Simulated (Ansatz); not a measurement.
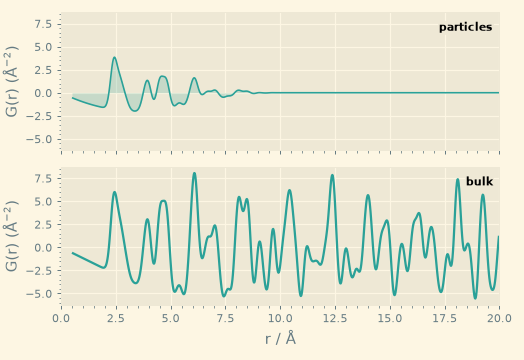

The curve is a calculated X-ray PDF: distances of the static structure, each pair weighted by the product of the atomic numbers (X-ray weights at Q = 0), broadened by Gaussians with σ = 0.15 Å, for spherical particles of CoSi with the bulk structure: the bulk G(r) is multiplied by the envelope of a sphere of diameter D, 1 − 3r/2D + r³/2D³, with no surface relaxation. The number density is 0.0929 atoms per Å³. Structure used: the geometry relaxed with DFT PBE, scalar-relativistic, plane waves, PAW in Ansatz; the starting structure was generated, so it need not be a known form of this composition.

Estimate the particle diameter.

About 10 Å (1.0 nm): the signal is half of the bulk amplitude at r ≈ 3.5 Å and vanishes at r = D, fading from view somewhat earlier.

Roughly how many atoms does one particle hold?

About 49 (number density 0.0929 Å⁻³ times πD³/6).
